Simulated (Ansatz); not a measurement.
**Σ3 (112) boundary in fcc Pt with Al (substitutional): structure and resistance**

How much does the Σ3 (112) boundary in fcc Pt with Al (substitutional) reflect electrons?

Main program and level: Ansatz 0.2.0; Ansatz plane-wave DFT, PBE, PAW files; relaxation of a bicrystal slab with its lowest layers held; PAW set soft_1, in the first sound run; inputs show where later runs differ.

### 1. Set-up

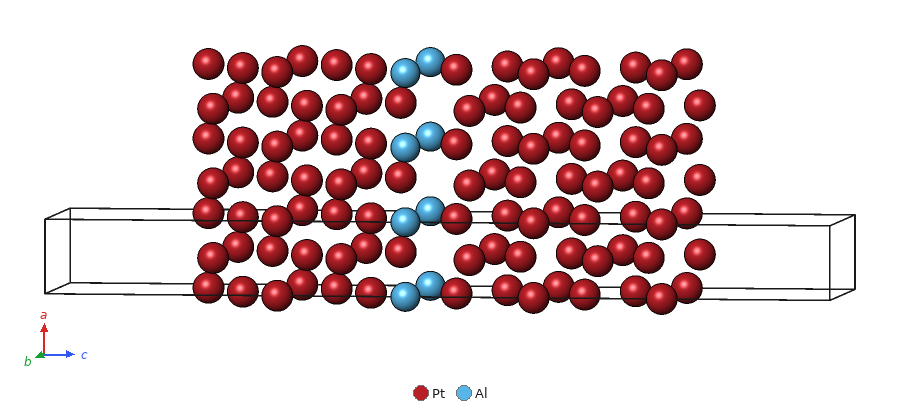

The cell as given, from the side, with the c axis across the page (platinum red, aluminium blue). 3×1×1 cells are drawn. Some periodic images of atoms are drawn too.

The cell holds 23 atoms: 22 Pt and 1 Al. Cell: a = 2.773 Å, b = 6.793 Å, c = 29.412 Å, α = 90.0°, β = 90.0°, γ = 90.0°. It derives from Pt. built on the (1 1 2) plane; 2 overlapping atoms removed and the grains opened by 0 Å. Vacuum lies along c.

### 2. Relaxing the bicrystal

The boundary is built by mirroring the lower grain in the boundary plane and removing any atoms that overlap; then the Al is put in at the boundary. A thin bicrystal slab is relaxed first, with the lowest layers held and the upper grain free to shift and open.

The input, input.yaml:

```yaml
crystal:
  lattice:
    - [2.7731313745, 0.0, 0.0]
    - [0.0, 6.7927568571, 0.0]
    - [0.0, 0.0, 29.4122836744]
  atoms:
    - { symbol: Pt, position: [2.0e-10, 0.3333333333, 0.1699970004] }
    - { symbol: Pt, position: [0.5000000002, 0.0, 0.1972146786] }
    - { symbol: Pt, position: [1.0e-10, 0.6666666667, 0.2244323569] }
    - { symbol: Pt, position: [0.5000000001, 0.3333333333, 0.2516500351] }
    - { symbol: Pt, position: [1.0e-10, 0.0, 0.2788677133] }
    - { symbol: Pt, position: [0.5000000001, 0.6666666667, 0.3060853915] }
    - { symbol: Pt, position: [1.0e-10, 0.3333333333, 0.3333030697] }
    - { symbol: Pt, position: [0.5000000001, 0.0, 0.360520748] }
    - { symbol: Pt, position: [0.0, 0.6666666667, 0.3877384262] }
    - { symbol: Pt, position: [0.5, 0.3333333333, 0.4149561044] }
    - { symbol: Al, position: [0.0, 0.0, 0.4421737826] }
    - { symbol: Pt, position: [0.0, 0.6666666667, 0.4966091391] }
    - { symbol: Pt, position: [0.5000000001, 0.0, 0.5238268173] }
    - { symbol: Pt, position: [1.0e-10, 0.3333333333, 0.5510444955] }
    - { symbol: Pt, position: [0.5000000001, 0.6666666667, 0.5782621737] }
    - { symbol: Pt, position: [1.0e-10, 0.0, 0.605479852] }
    - { symbol: Pt, position: [0.5000000001, 0.3333333333, 0.6326975302] }
    - { symbol: Pt, position: [1.0e-10, 0.6666666667, 0.6599152084] }
    - { symbol: Pt, position: [0.5000000002, 0.0, 0.6871328866] }
    - { symbol: Pt, position: [2.0e-10, 0.3333333333, 0.7143505648] }
    - { symbol: Pt, position: [0.5000000002, 0.6666666667, 0.7415682431] }
    - { symbol: Pt, position: [2.0e-10, 0.0, 0.7687859213] }
    - { symbol: Pt, position: [0.5000000002, 0.3333333333, 0.7960035995] }
kpoints:
  mp_grid: { grid: [8, 4, 1] }
hamiltonian:
  xc: pbe
  pseudopotentials: { kind: paw, azcp: { folder: soft_1 } }
scf:
  occupations: { method: fermi_dirac, width: 0.1 }
relax:
  f_tol: 0.03
  max_steps: 80
  constraints: [{ sites: [0, 1, 2, 3] }]
```

Started as:

```sh
$ ansatz run input.yaml --threads 4 --pin off --max-ram 15360MiB --backend cpu --events-out ev --progress --plain --runs-dir out
```

Numbers of over 12 decimals in the logs are rounded to 6 here.

The log of the run:

```text
Engine: ansatz 0.2.0, aarch64-unknown-linux-gnu
Pseudopotentials: kind: paw
Pseudopotential: Pt, paw, valence charge 18, recommended cutoff 420 eV (normal), soft_1/Pt.paw.azcp
Pseudopotential: Al, paw, valence charge 3, recommended cutoff 420 eV (normal), soft_1/Al.paw.azcp
Functional definition: PBE
  parameter kappa = 0.804
  parameter beta = 0.066725
  exchange = pbe_x(kappa = kappa, mu = beta*pi^2/3)
  correlation = pbe_c(beta = beta)
Crystal: 23 atoms, lattice volume = 554.045 Å³
Basis set: ecut = 420 eV, 10909 PW (Γ), exchange–correlation on 40×96×400 points (8 copies of the dense FFT grid, shifted against one another)
Bands: 240, of which v1, the nominal top of the filled ones, is band 200 counted from 1 (199 counted from 0)
Symmetry: 2 space group operations
Space group: Pm (ITA 6), of the structure as read, at distance tolerance 8.2e-5 Å
k-points: 15 of 32 (time reversal used)
Non-local potential: Pt, projectors of the file, l = 0: 3, l = 1: 2, l = 2: 2, l = 3: 1
Non-local potential: Al, projectors of the file, l = 0: 2, l = 1: 2, l = 2: 1
PAW form: soft (Blöchl's): semilocal exchange-correlation on the pseudo side does not see the compensation charge
PAW one-centre angular grid: Pt, 590 points (default); XC on 64 Gauss nodes
PAW one-centre angular grid: Al, 110 points (default); XC on 64 Gauss nodes
Initial density: superposition of atomic densities (neutral atoms: chi_scale 0, normalization atom)
Initial wavefunctions: pseudopotential atomic-orbital guess
Functional: x = pbe(κ = 0.804, μ = 0.219515), c = pbe(β = 0.066725)
SCF iter   1: F=—  HF=-276085.810301 eV  |F-HF|=—  |Δ(HF+E_count)|=         —  Δρ=7.14e-2  dr2=4.66e1  ethr=3.10e-3  ⟨swp⟩=6.1  Hψ=13322  notcnv=0  defer=102
preconditioner: auto → LDOS  [metal: Δε(μ)=0.012 eV  Ē_g=7.423 eV  σ=0.100 eV  W_gap=0.03  n_scr=154 (ndim 8)  ℏωp=23.6 eV  f_vac=0.311  D(μ)=34.59/eV (n_scr^D=370)  β→1.0]
SCF iter   2: F=—  HF=-276083.522710 eV  |F-HF|=—  |Δ(HF+E_count)|=    2.29e0  Δρ=5.71e-2  dr2=2.10e1  ethr=3.10e-3  ⟨swp⟩=3.0  Hψ=8895  notcnv=0  defer=265
SCF iter   3: F=—  HF=-276077.958772 eV  |F-HF|=—  |Δ(HF+E_count)|=    5.56e0  Δρ=1.11e-2  dr2=1.82e0  ethr=3.10e-3  ⟨swp⟩=2.0  Hψ=6830  notcnv=0  defer=311
SCF iter   4: F=—  HF=-276077.772271 eV  |F-HF|=—  |Δ(HF+E_count)|=   1.87e-1  Δρ=3.52e-3  dr2=3.50e-1  ethr=4.57e-4  ⟨swp⟩=2.5  Hψ=5788  notcnv=0  defer=295
SCF iter   5: F=—  HF=-276077.736780 eV  |F-HF|=—  |Δ(HF+E_count)|=   3.55e-2  Δρ=1.62e-3  dr2=4.20e-2  ethr=8.77e-5  ⟨swp⟩=2.0  Hψ=4970  notcnv=0  defer=295
SCF iter   6: F=—  HF=-276077.733762 eV  |F-HF|=—  |Δ(HF+E_count)|=   3.02e-3  Δρ=5.94e-4  dr2=4.80e-3  ethr=1.05e-5  ⟨swp⟩=2.0  Hψ=5014  notcnv=0  defer=295
SCF iter   7: F=—  HF=-276077.731965 eV  |F-HF|=—  |Δ(HF+E_count)|=   1.80e-3  Δρ=2.72e-4  dr2=1.01e-3  ethr=1.20e-6  ⟨swp⟩=2.0  Hψ=5032  notcnv=0  defer=295
SCF iter   8: F=—  HF=-276077.731972 eV  |F-HF|=—  |Δ(HF+E_count)|=   6.90e-6  Δρ=1.17e-4  dr2=1.96e-4  ethr=2.52e-7  ⟨swp⟩=2.1  Hψ=5035  notcnv=0  defer=295
SCF iter   9: F=—  HF=-276077.731955 eV  |F-HF|=—  |Δ(HF+E_count)|=   1.64e-5  Δρ=5.03e-5  dr2=3.43e-5  ethr=4.90e-8  ⟨swp⟩=2.1  Hψ=4660  notcnv=0  defer=295
SCF iter  10: F=-276077.731949 eV  HF=-276077.731954 eV  |F-HF|=5.68e-6  |Δ(HF+E_count)|=   1.14e-6  Δρ=2.21e-5  dr2=6.98e-6  ethr=5.64e-9  ⟨swp⟩=4.0  Hψ=10407  notcnv=0
SCF 1 converged in 10 iterations: F = -276077.731949 eV  dr2 = 6.98e-6
  greatest PAW one-centre occupation: 1.000 electrons in one spin orbital (limit 2), on the Pt atom at site 14 (counted from 0), in its partial waves of l = 0
relax step   1: F+E_penalty+E_count = -276077.73194859 eV  Δ(F+E_penalty+E_count) = +0.000e0 eV  max|allowed force component| = 1.671e0 eV/Å  Δτ_max = 0.0000 Å  (10 SCF iters, dr2 threshold 2.25e-5 eV, accepted)
Initial density: handed on by an earlier stage of this run
Initial wavefunctions: those handed on with the density
iter 1 solved again at ethr=3.21e-4 eV; its pass at ethr=3.10e-3 eV (dr2=1.28e0 eV) is discarded
SCF iter   1: F=—  HF=-276078.888054 eV  |F-HF|=—  |Δ(HF+E_count)|=         —  Δρ=1.15e-2  dr2=1.52e0  ethr=3.21e-4  ⟨swp⟩=1.7  Hψ=12038  notcnv=0  defer=298
eigensolver tolerance schedule calibrated: the retry pair's looser diagonalisation under-reported the residual by θ = 0.16 (0.16/decade); ethr = c·dr2/N_el runs at the constant in force after the calibration composes with the one it found (an armed cap, an earlier calibration), c = 3.9e-2
preconditioner: auto → LDOS  [metal: Δε(μ)=0.009 eV  Ē_g=7.519 eV  σ=0.100 eV  W_gap=0.02  n_scr=154 (ndim 8)  ℏωp=23.6 eV  f_vac=0.309  D(μ)=37.21/eV (n_scr^D=396)  β→1.0]
SCF iter   2: F=—  HF=-276078.833930 eV  |F-HF|=—  |Δ(HF+E_count)|=   5.41e-2  Δρ=4.11e-3  dr2=1.51e-1  ethr=1.49e-4  ⟨swp⟩=2.7  Hψ=6905  notcnv=0  defer=298
SCF iter   3: F=—  HF=-276078.799635 eV  |F-HF|=—  |Δ(HF+E_count)|=   3.43e-2  Δρ=1.94e-3  dr2=6.84e-2  ethr=1.49e-5  ⟨swp⟩=2.7  Hψ=7443  notcnv=0  defer=303
SCF iter   4: F=—  HF=-276078.788916 eV  |F-HF|=—  |Δ(HF+E_count)|=   1.07e-2  Δρ=7.40e-4  dr2=8.67e-3  ethr=6.72e-6  ⟨swp⟩=2.3  Hψ=5555  notcnv=0  defer=303
SCF iter   5: F=—  HF=-276078.787903 eV  |F-HF|=—  |Δ(HF+E_count)|=   1.01e-3  Δρ=2.34e-4  dr2=1.25e-3  ethr=8.53e-7  ⟨swp⟩=2.0  Hψ=5228  notcnv=0  defer=303
SCF iter   6: F=—  HF=-276078.787806 eV  |F-HF|=—  |Δ(HF+E_count)|=   9.73e-5  Δρ=8.31e-5  dr2=1.34e-4  ethr=1.23e-7  ⟨swp⟩=2.2  Hψ=5696  notcnv=0  defer=303
SCF iter   7: F=-276078.787782 eV  HF=-276078.787797 eV  |F-HF|=1.48e-5  |Δ(HF+E_count)|=   8.76e-6  Δρ=3.48e-5  dr2=1.69e-5  ethr=9.83e-9  ⟨swp⟩=2.5  Hψ=12282  notcnv=0
SCF 2 converged in 7 iterations: F = -276078.787782 eV  dr2 = 1.69e-5
  greatest PAW one-centre occupation: 1.000 electrons in one spin orbital (limit 2), on the Pt atom at site 19 (counted from 0), in its partial waves of l = 0
relax step   2: F+E_penalty+E_count = -276078.78778224 eV  Δ(F+E_penalty+E_count) = -1.056e0 eV  max|allowed force component| = 6.569e-1 eV/Å  Δτ_max = 0.1990 Å  (7 SCF iters, dr2 threshold 1.00e-4 eV, accepted)
iter 1 solved again at ethr=7.19e-4 eV; its pass at ethr=3.10e-3 eV (dr2=2.87e0 eV) is discarded
SCF iter   1: F=—  HF=-276079.309365 eV  |F-HF|=—  |Δ(HF+E_count)|=         —  Δρ=1.53e-2  dr2=2.84e0  ethr=7.19e-4  ⟨swp⟩=1.1  Hψ=13063  notcnv=0  defer=303
preconditioner: auto → LDOS  [metal: Δε(μ)=0.008 eV  Ē_g=7.511 eV  σ=0.100 eV  W_gap=0.02  n_scr=154 (ndim 8)  ℏωp=23.6 eV  f_vac=0.311  D(μ)=36.13/eV (n_scr^D=396)  β→1.0]
SCF iter   2: F=—  HF=-276079.217970 eV  |F-HF|=—  |Δ(HF+E_count)|=   9.14e-2  Δρ=5.89e-3  dr2=2.92e-1  ethr=7.12e-4  ⟨swp⟩=2.0  Hψ=5266  notcnv=0  defer=303
[...]
SCF iter   6: F=—  HF=-276079.128797 eV  |F-HF|=—  |Δ(HF+E_count)|=   1.81e-4  Δρ=1.33e-4  dr2=4.85e-4  ethr=6.92e-7  ⟨swp⟩=2.1  Hψ=4922  notcnv=0  defer=307
SCF iter   7: F=—  HF=-276079.128772 eV  |F-HF|=—  |Δ(HF+E_count)|=   2.42e-5  Δρ=5.17e-5  dr2=3.63e-5  ethr=1.21e-7  ⟨swp⟩=2.0  Hψ=4667  notcnv=0  defer=307
SCF iter   8: F=-276079.128764 eV  HF=-276079.128771 eV  |F-HF|=7.03e-6  |Δ(HF+E_count)|=   1.50e-6  Δρ=2.13e-5  dr2=7.88e-6  ethr=6.76e-9  ⟨swp⟩=4.0  Hψ=10014  notcnv=0
SCF 3 converged in 8 iterations: F = -276079.128764 eV  dr2 = 7.88e-6
  greatest PAW one-centre occupation: 1.000 electrons in one spin orbital (limit 2), on the Pt atom at site 8 (counted from 0), in its partial waves of l = 0
relax step   3: F+E_penalty+E_count = -276079.12876391 eV  Δ(F+E_penalty+E_count) = -3.410e-1 eV  max|allowed force component| = 1.230e0 eV/Å  Δτ_max = 0.1944 Å  (8 SCF iters, dr2 threshold 2.70e-5 eV, accepted)
[... from here on, the SCF cycles and remarks between the steps are left out ...]
relax step   4: F+E_penalty+E_count = -276079.30565952 eV  Δ(F+E_penalty+E_count) = -1.769e-1 eV  max|allowed force component| = 6.009e-1 eV/Å  Δτ_max = 0.2000 Å  (7 SCF iters, dr2 threshold 1.00e-4 eV, accepted)
relax step   5: F+E_penalty+E_count = -276079.37900169 eV  Δ(F+E_penalty+E_count) = -7.334e-2 eV  max|allowed force component| = 1.338e-1 eV/Å  Δτ_max = 0.1911 Å  (7 SCF iters, dr2 threshold 8.62e-5 eV, accepted)
relax step   6: F+E_penalty+E_count = -276079.39084126 eV  Δ(F+E_penalty+E_count) = -1.184e-2 eV  max|allowed force component| = 9.143e-2 eV/Å  Δτ_max = 0.1797 Å  (9 SCF iters, dr2 threshold 1.12e-6 eV, accepted)
relax step   7: F+E_penalty+E_count = -276079.40041029 eV  Δ(F+E_penalty+E_count) = -9.569e-3 eV  max|allowed force component| = 2.703e-2 eV/Å  Δτ_max = 0.0840 Å  (9 SCF iters, accepted)
relax step   8: F+E_penalty+E_count = -276079.40560050 eV  Δ(F+E_penalty+E_count) = -5.190e-3 eV  max|allowed force component| = 7.789e-2 eV/Å  Δτ_max = 0.0867 Å  (10 SCF iters, accepted)
relax step   9: F+E_penalty+E_count = -276079.41307151 eV  Δ(F+E_penalty+E_count) = -7.471e-3 eV  max|allowed force component| = 1.597e-1 eV/Å  Δτ_max = 0.1904 Å  (11 SCF iters, accepted)
relax step  10: F+E_penalty+E_count = -276079.41853513 eV  Δ(F+E_penalty+E_count) = -5.464e-3 eV  max|allowed force component| = 9.226e-2 eV/Å  Δτ_max = 0.0859 Å  (7 SCF iters, dr2 threshold 2.55e-5 eV, accepted)
relax step  11: F+E_penalty+E_count = -276079.42195666 eV  Δ(F+E_penalty+E_count) = -3.422e-3 eV  max|allowed force component| = 2.520e-2 eV/Å  Δτ_max = 0.0707 Å  (8 SCF iters, dr2 threshold 2.84e-6 eV, accepted)
iter 1 solved again at ethr=1.82e-10 eV; its pass at ethr=3.10e-3 eV (dr2=7.25e-7 eV) is discarded
SCF iter   1: F=—  HF=-276079.421945 eV  |F-HF|=—  |Δ(HF+E_count)|=         —  Δρ=6.62e-6  dr2=7.23e-7  ethr=1.82e-10  ⟨swp⟩=1.5  Hψ=8426  notcnv=0  defer=290
preconditioner: auto → LDOS  [metal: Δε(μ)=0.005 eV  Ē_g=7.614 eV  σ=0.100 eV  W_gap=0.01  n_scr=154 (ndim 8)  ℏωp=23.6 eV  f_vac=0.319  D(μ)=36.30/eV (n_scr^D=396)  β→1.0]
SCF iter   2: F=—  HF=-276079.421957 eV  |F-HF|=—  |Δ(HF+E_count)|=   1.28e-5  Δρ=4.96e-6  dr2=3.88e-7  ethr=1.81e-10  ⟨swp⟩=2.1  Hψ=5068  notcnv=0  defer=290
SCF iter   3: F=—  HF=-276079.421957 eV  |F-HF|=—  |Δ(HF+E_count)|=   5.73e-8  Δρ=3.00e-6  dr2=1.32e-7  ethr=9.74e-11  ⟨swp⟩=2.0  Hψ=5110  notcnv=0  defer=290
SCF iter   4: F=-276079.421957 eV  HF=-276079.421957 eV  |F-HF|=2.56e-8  |Δ(HF+E_count)|=   1.21e-8  Δρ=1.36e-6  dr2=2.69e-8  ethr=2.51e-11  ⟨swp⟩=4.4  Hψ=10012  notcnv=0
SCF 12 converged in 4 iterations: F = -276079.421957 eV  dr2 = 2.69e-8
relax step  12: F+E_penalty+E_count = -276079.42195720 eV  Δ(F+E_penalty+E_count) = -5.490e-7 eV  max|allowed force component| = 2.522e-2 eV/Å  Δτ_max = 0.0000 Å  (4 SCF iters, accepted)
SCF converged after 4 iterations
Free energy (F): -276079.421957 eV
Harris-Foulkes:  -276079.421957 eV  (|F-HF|=2.56e-8)
Internal energy: -276078.260215 eV  (E = F + TS)
E sigma→0 (E₀):  -276078.841086 eV
Entropy (-TS):   -1.161743 eV (-50.511 meV/atom)
Fermi energy:    12.075676 eV
--- Per-component energies (eV) ---
  E_band       = -7159.718028
  E_kinetic    = 13139.924306
  E_local      = -464372.749745  (includes V_loc(G=0)·N_el)
  E_nonlocal   = 4493.145369
  E_hartree    = 226277.233153
  E_xc         = -5139.176346
  E_vxc        = -5985.850795  (∫ρ·V_xc dr)
  E_paw        = -209113.438330  (= ΣΔE_a)
  E_vpaw       = -6988.686037  (= ΣTr[D̂ρ^β])
  E_aug_tail   = 0.024814  (compensation charges beyond the density's cutoff)
  E_ewald      = 158636.776564
  E_smearing   = -1.161743  (= −TS)
  E_closure    = 0.000000  (closes the sum)
  Σ components = -276079.421957   (vs F -276079.421957, Δ=0.00e0)
--- Forces (eV/Å), atoms counted from 1 ---
  atom   1  Pt    -0.00000000    -0.20075884     0.49640994
  atom   2  Pt    -0.00000000    -0.20333518    -0.26662504
  atom   3  Pt     0.00000000     0.19048029    -0.58716880
  atom   4  Pt     0.00000000     0.20362049     0.34219906
  atom   5  Pt    -0.00000000    -0.00820545    -0.00781906
  atom   6  Pt    -0.00000000     0.00093476    -0.01388501
  atom   7  Pt    -0.00000000    -0.00298708     0.00915797
  atom   8  Pt     0.00000000     0.02522479     0.01242686
  atom   9  Pt    -0.00000000    -0.00254500     0.02297654
  atom  10  Pt     0.00000000    -0.00435810     0.01636562
  atom  11  Al     0.00000000     0.00426975     0.01422621
  atom  12  Pt     0.00000000    -0.01229191    -0.00853969
  atom  13  Pt     0.00000000    -0.00032280    -0.00619870
  atom  14  Pt    -0.00000000    -0.00418736    -0.01236862
  atom  15  Pt    -0.00000000     0.00548756    -0.00673099
  atom  16  Pt     0.00000000     0.00148167    -0.00851922
  atom  17  Pt    -0.00000000    -0.00410618    -0.00148202
  atom  18  Pt     0.00000000     0.00876496    -0.00028132
  atom  19  Pt    -0.00000000     0.00174519    -0.00420469
  atom  20  Pt    -0.00000000    -0.00342241    -0.00729562
  atom  21  Pt    -0.00000000    -0.00214859     0.00649700
  atom  22  Pt    -0.00000000     0.00117962     0.00606920
  atom  23  Pt     0.00000000     0.00548098     0.00477773
  max |Σ_I F_I| component: 1.26e-5 eV/Å
--- Relaxed structure (12 steps of the walk, 12 accepted, 0 SCFs on fresh bases) ---
  F+E_penalty+E_count = -276079.42195720 eV   max|allowed force component| = 2.522e-2 eV/Å
  atoms:
    - { symbol: Pt, position: [0.0, 0.333333, 0.1699970004] }
    - { symbol: Pt, position: [0.500000, 0.0, 0.197215] }
    - { symbol: Pt, position: [0, 0.666667, 0.2244323569] }
    - { symbol: Pt, position: [0.500000, 0.333333, 0.251650] }
    - { symbol: Pt, position: [-1.8012548007894473e-18, -0.00662353, 0.280476] }
    - { symbol: Pt, position: [0.500000, 0.661800, 0.310355] }
    - { symbol: Pt, position: [-2.211948223354602e-18, 0.325200, 0.335796] }
    - { symbol: Pt, position: [0.500000, -0.00689321, 0.365999] }
    - { symbol: Pt, position: [-5.11829977118005e-19, 0.664785, 0.394969] }
    - { symbol: Pt, position: [0.500000, 0.320996, 0.421679] }
    - { symbol: Al, position: [1.7148822509961287e-18, 0.00630592, 0.441434] }
    - { symbol: Pt, position: [-3.017274612322345e-17, 0.555716, 0.482972] }
    - { symbol: Pt, position: [0.500000, -0.105789, 0.507855] }
    - { symbol: Pt, position: [-3.096876419462111e-17, 0.219456, 0.536130] }
    - { symbol: Pt, position: [0.500000, 0.551637, 0.565404] }
    - { symbol: Pt, position: [-3.082642406084881e-17, -0.113354, 0.594491] }
    - { symbol: Pt, position: [0.500000, 0.218949, 0.621397] }
    - { symbol: Pt, position: [-3.058510426756341e-17, 0.554200, 0.649197] }
    - { symbol: Pt, position: [0.500000, -0.120947, 0.679114] }
    - { symbol: Pt, position: [-3.029482482783155e-17, 0.221934, 0.702979] }
    - { symbol: Pt, position: [0.500000, 0.544566, 0.738971] }
    - { symbol: Pt, position: [-3.61240103474547e-17, -0.132834, 0.762935] }
    - { symbol: Pt, position: [0.500000, 0.195399, 0.782784] }
```

Elapsed: 12 min, on 4 threads of Arm Neoverse V1, shared host; peak memory 3.1 GiB.

Step by step:

```
step  energy less that of the first step (eV)  largest force component (eV/Å)
   1                                   0.0000                          1.6710
   2                                  -1.0558                          0.6569
   3                                  -1.3968                          1.2299
   4                                  -1.5737                          0.6009
   5                                  -1.6471                          0.1338
   6                                  -1.6589                          0.0914
   7                                  -1.6685                          0.0270
   8                                  -1.6737                          0.0779
   9                                  -1.6811                          0.1597
  10                                  -1.6866                          0.0923
  11                                  -1.6900                          0.0252
  12                                  -1.6900                          0.0252
```

Forces are held to the 2 operations that the run works with; a distortion that breaks them can't arise in this run.

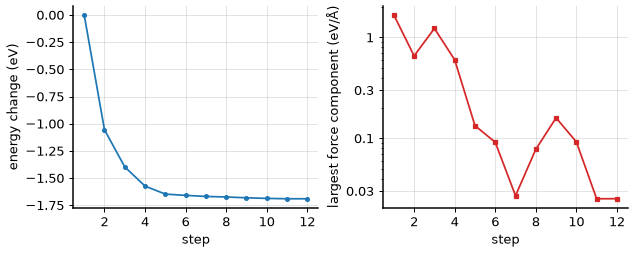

Energy and largest force along the relaxation.

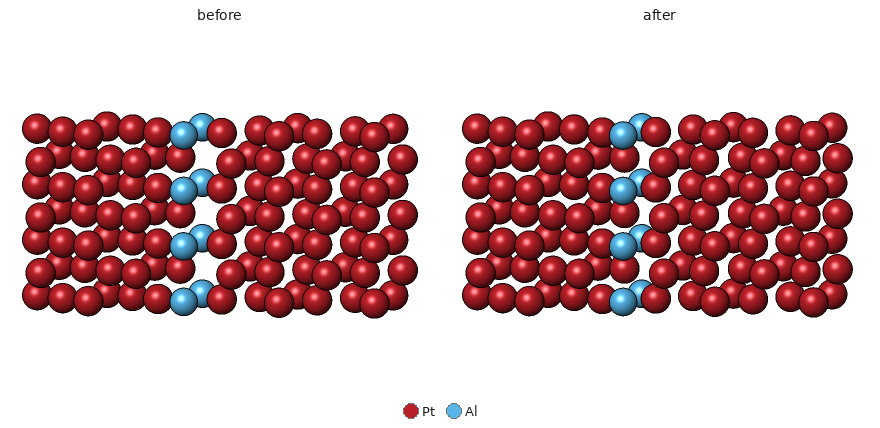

The structure before and after the relaxation, drawn at the same scale.

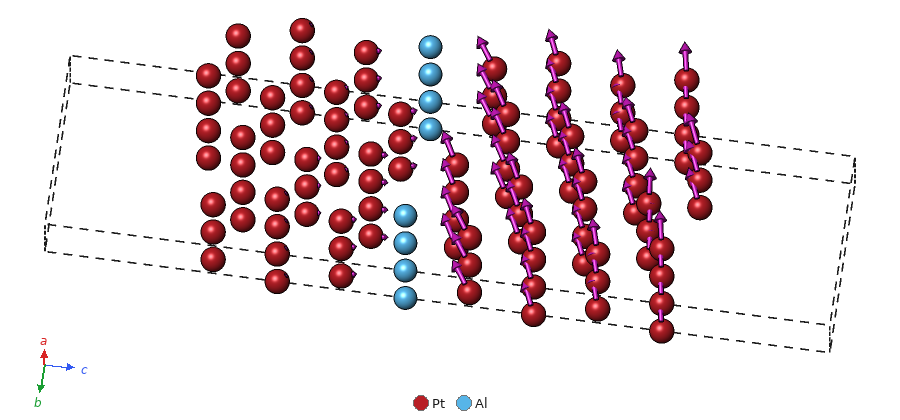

Displacements in the relaxation, exaggerated; the longest in the cell stands for 1.01 Å. 3×1×1 cells are drawn. Some periodic images of atoms are drawn too.

The atoms that moved most (Å):

```
atom     dx      dy      dz  length
Pt23  0.000  -0.937  -0.389   1.014
Pt22  0.000  -0.902  -0.172   0.919
Pt14  0.000  -0.774  -0.439   0.889
Pt15  0.000  -0.781  -0.378   0.868
Pt13  0.000  -0.719  -0.470   0.859
Pt19  0.000  -0.822  -0.236   0.855
Pt12  0.000  -0.754  -0.401   0.854
Pt17  0.000  -0.777  -0.332   0.845
```

This step gave:

| Item | Value |
| --- | --- |
| free energy | -276079.4220 eV |
| energy at zero smearing | -276078.8411 eV |
| Fermi energy | 12.08 eV |

The largest force component on a free atom ends at 0.025 eV/Å, under the tolerance of 0.03, after 12 steps.

(Continued in part 2 of 2.)

[Logs are printed without paths, hosts, clocks, repeated set-up lines and the standing remarks that a program may print on its own settings, such as how far it seeks lower states.]

[Hosts, paths, dates, database ids (printed as entryN), source tags and the programs' standing remarks are cut or masked in the printed files.]
